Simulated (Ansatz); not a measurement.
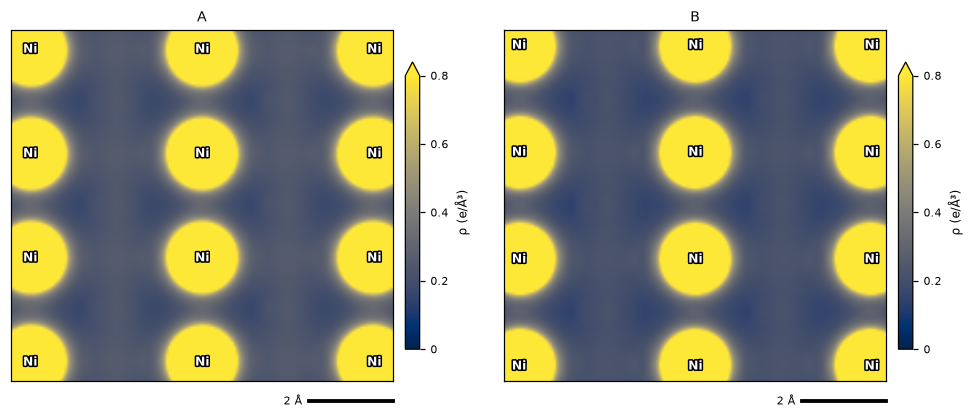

Ni. The valence electron density of two cells that differ in size, on the (100) plane of each (indices in the axes of the calculation cell), at one length scale and on one colour scale; one has 11.9 and the other 12.8 Å³ an atom.

Computed with Ansatz, DFT, RPBE, plane waves (420 eV) with PAW, scalar-relativistic.

Core electrons are frozen (PAW), and the valence fields are smoothed inside the atomic spheres.

The larger cell:

```
Ni
1.0
     4.18462    0.00000    0.00000
    -2.09231    3.62399    0.00000
     0.00000    0.00000    2.53728
Ni
3
Direct
  0.00000 0.00000 0.00000
  0.33333 0.66667 0.50000
  0.66667 0.33333 0.50000
```

The smaller cell: a = 4.083 Å, b = 4.083 Å, c = 2.475 Å, α = 90.00°, β = 90.00°, γ = 120.00°.

Which is the denser cell? Describe the effect of the change.

Panel A is the smaller cell, by 7 % in volume. From the larger cell to the smaller, Ni–Ni goes from 2.54 to 2.48 Å, and the density at its midpoint from 0.29 to 0.32 e/Å³; the pressure goes from −15 to −6 GPa.
